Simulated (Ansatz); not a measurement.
# SnSe: what the fields show

Input

```
crystal:
  lattice:
    - [0.0, 3.01, 3.01]
    - [3.01, 0.0, 3.01]
    - [3.01, 3.01, 0.0]
  atoms:
    - { symbol: Sn, position: [0.0, 0.0, 0.0] }
    - { symbol: Se, position: [0.5, 0.5, 0.5] }
basis:
  ecutwfc: 500
kpoints:
  mp_grid: { grid: [10, 10, 10] }
hamiltonian:
  xc: r2scan
scf:
  occupations: { method: gaussian, width: 0.05 }
output:
  forces: true
  stress: true
  eigenvalues: true
  write_density: true
  write_potential: true
  elf: true
  volumetric_format: npy
```

Run with:

```sh
ansatz run input.yaml --threads 1 --pin off --max-ram 2560MiB --backend cpu --events-out ev --progress --plain --runs-dir out
```

Below, planes, directions and counts refer to the conventional cell (a = 6.02 Å, b = 6.02 Å, c = 6.02 Å, α = 90.00°, β = 90.00°, γ = 90.00°).

Space group Fm-3m.

Method: DFT r2SCAN, scalar-relativistic, plane waves, PAW (Ansatz 0.2.0).

The density is the valence pseudo-density of a PAW calculation; it isn't the true density close to the nuclei.

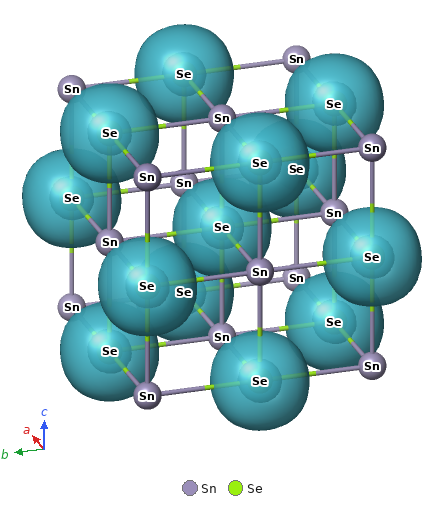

Figure 1. Isosurface of the ELF at 0.65 (cyan), seen at an oblique angle. Core shells and regions of very low density are left out. Sticks mark near contacts.

Identify the bonds, lone pairs and shells in this picture.

Answer. At this value the surface marks out four regions wrapped around Se (the valence shell of each), counted in one cell of 8 atoms. Any copies at cell faces, edges or corners count once. Along the contacts the grid gives the following. Sn–Se (3.01 Å): the ELF is about 0.40 at the midpoint and 0.30 at its lowest between the atoms.

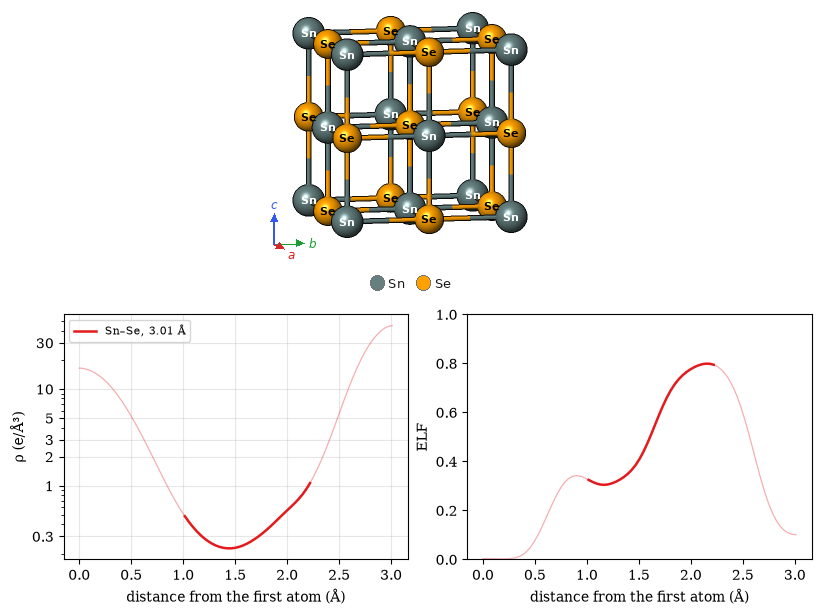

Figure 2. Valence electron density and ELF along straight lines between neighbouring atoms. Thin, pale parts lie inside the atomic spheres. The structure is drawn too.

What can be read from the curves?

Answer. Sn–Se (3.01 Å): ρ is about 0.23 e/Å³ halfway; the ELF is about 0.40 at the midpoint and 0.30 at its lowest between the atoms.

Does the calculation make it a metal, or give it a gap?

Answer. It is gapped, with a Kohn–Sham gap of 0.46 eV on the k-point mesh (the band edges may lie off the mesh, which would make the gap smaller).
